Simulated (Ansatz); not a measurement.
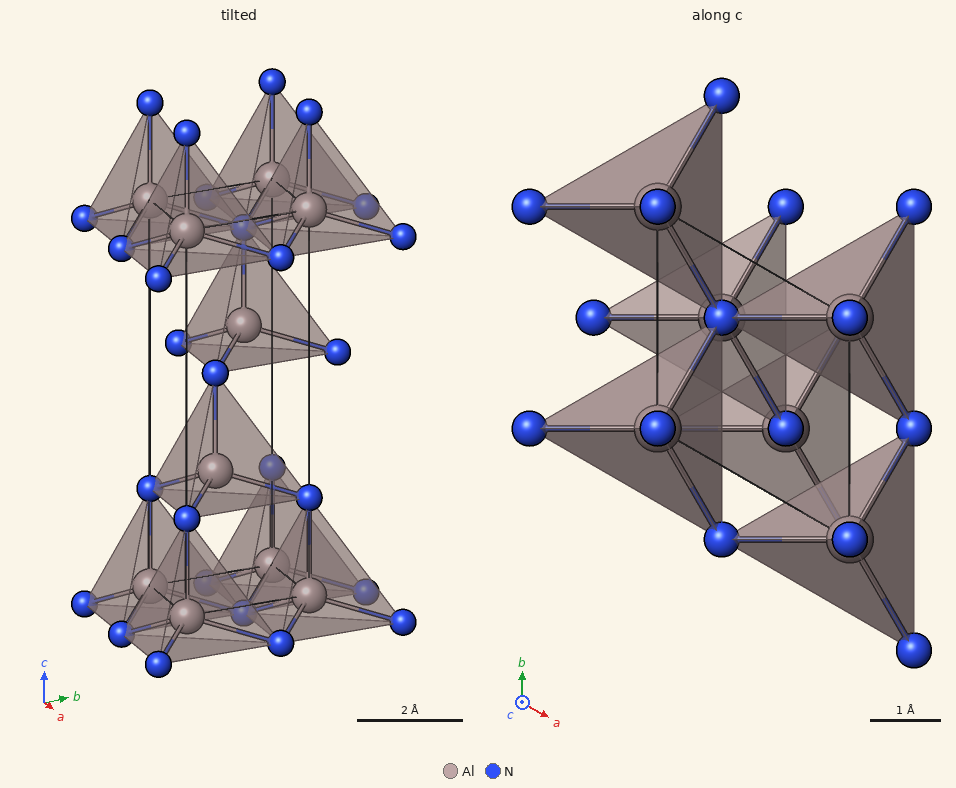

This polyhedral model is shown slightly off an axis and along the c axis. The frame is the conventional unit cell; atoms at its boundary are shown with their periodic copies. Some atoms of the next cells are drawn as well.

AlN, space group R3m (No. 160), a = 3.183 Å, b = 3.183 Å, c = 7.495 Å, α = 90.00°, β = 90.00°, γ = 120.00°. The initial geometry was a structure type filled with these elements by a generator (whether the compound takes this form wasn't checked). The cell was then strained or its atoms displaced on purpose. It was the input of a calculation with Ansatz.

This one geometry was computed with Ansatz (DFT, plane waves, PAW) at three levels of theory: r2SCAN, HSE06 and PBE. It was relaxed with r2SCAN and then strained.

**Which level gives the highest pressure at this volume, and what does that say about its equilibrium volume?**

Highest: PBE (-4.8 GPa), which points to the largest equilibrium volume. Lowest, with the smallest volume: HSE06 (-10.0 GPa). Levels within 0.5 GPa of each other can't be told apart.

**How does the band gap change with the level of theory?**

PBE: a gap of 3.08 eV, indirect; r2SCAN: a gap of 3.68 eV, indirect; HSE06: a gap of 4.29 eV, indirect.

**Collect the results in a table.**

| level | cutoff (eV) | k-mesh of the run's cell | gap (eV) | pressure (GPa) |
| --- | --- | --- | --- | --- |
| r2SCAN | 500 | 10×10×10 | 3.68 | -9.3 |
| HSE06 | 420 | 8×8×8 | 4.29 | -10.0 |
| PBE | 420 | 10×10×10 | 3.08 | -4.8 |

Gaps are taken on the k-mesh or band path of each run.
